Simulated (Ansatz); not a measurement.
GeSe$_{5}$

Input file:

```
crystal:
  lattice:
    - [3.567725461, 2.0598272553, 3.4450146152]
    - [-3.567725461, 2.0598272553, 3.4450146152]
    - [0.0, -4.1196545106, 3.4450146152]
  atoms:
    - { symbol: Ge, position: [0.5, 0.5, 0.5] }
    - { symbol: Se, position: [0.5, 0.0, 0.5] }
    - { symbol: Se, position: [0.5, 0.5, 0.0] }
    - { symbol: Se, position: [0.0, 0.5, 0.5] }
    - { symbol: Se, position: [0.1779797903, 0.1779797903, 0.1779797903] }
    - { symbol: Se, position: [0.8220202097, 0.8220202097, 0.8220202097] }
basis:
  ecutwfc: 420
kpoints:
  mp_grid: { grid: [6, 6, 6] }
  band_path:
    path:
      - [[0.0, 0.0, 0.0], [0.5, 0.5, 0.5], [0.59499812, 0.40500188, 0.5]]
      - [[0.5, -0.40500188, 0.40500188], [0.5, 0.0, 0.0], [0.0, 0.0, 0.0], [0.45250094, -0.45250094, 0.0]]
      - [[0.54749906, 0.0, 0.45250094], [0.5, 0.0, 0.5], [0.0, 0.0, 0.0]]
    npoints: 14
hamiltonian:
  xc: pbesol
scf:
  occupations: { method: gaussian, width: 0.1 }
  n_extra_bands: 15
output:
  forces: true
  stress: true
  eigenvalues: true
  populations: true
  dos: { projected: true, de: 0.02, nscf_kmesh: { grid: [8, 8, 8] } }
  bader: true
  write_density: true
  write_potential: true
  elf: true
  volumetric_format: npy
```

Run with:

```sh
ansatz run input.yaml --threads 1 --pin off --max-ram 2560MiB --backend cpu --events-out ev --progress --plain --runs-dir out
```

Below, planes, directions and counts refer to the conventional cell (a = 7.14 Å, b = 7.14 Å, c = 10.34 Å, α = 90.00°, β = 90.00°, γ = 120.00°).

Space group R-3m; a generated structure, not necessarily the stable one; computed pressure about −3 GPa in this cell.

All numbers below come from DFT PBEsol, scalar-relativistic, plane waves, PAW in Ansatz.

The density is the valence pseudo-density of a PAW calculation; it isn't the true density close to the nuclei.

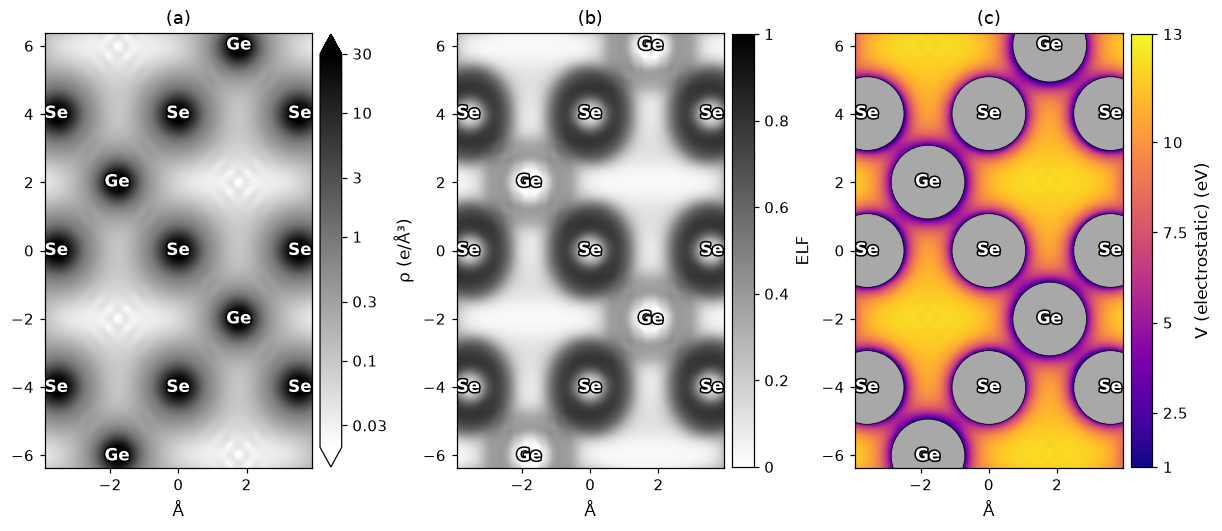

Figure 1. (a) valence pseudo-density; (b) ELF; (c) electrostatic potential energy of an electron on the (101) plane of the conventional cell. Grey discs cover the atomic cores in the potential map.

Interpret the plot.

Answer.
- Atoms in the plane: Ge and Se.
- Ge–Se (2.69 Å): the density is about 0.38 e/Å³ at the midpoint, with its minimum of 0.31 e/Å³ about 1.1 Å from Ge; the ELF is about 0.60 at the midpoint and 0.40 at its lowest between the atoms.
- Between the atoms the lowest density in this plane is 0.01 e/Å³.
- Outside the cores the potential energy rises away from the atoms and is highest about 2.1 Å from the nearest atoms; its zero is arbitrary.

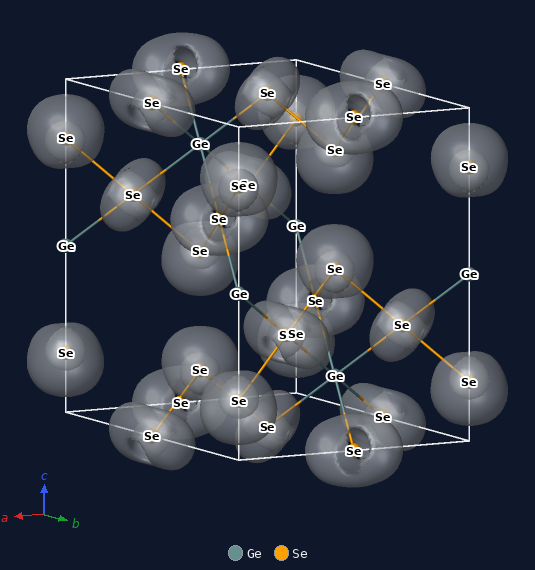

Figure 2. Isosurface of the ELF at 0.7 (grey), seen at an oblique angle. Only the valence region is drawn (cores and ρ < 0.01 e/Å³ removed). Sticks mark near contacts.

Describe the localisation domains.

Answer. At this value the surface marks out 15 regions wrapped around Se (the valence shell of each), counted in one cell of 18 atoms. Regions shared between cells count once. Profiles from the grid: Se–Se (2.61 Å): the ELF is about 0.55 at the midpoint.

How much charge does the calculation move between the atoms?

Answer. Electrons move from Ge towards Se. Bader charges: Ge +0.76 and Se −0.18 to −0.11 e.

Metal or insulator at this level of theory?

Answer. It is gapless in this calculation (a metal or semimetal).
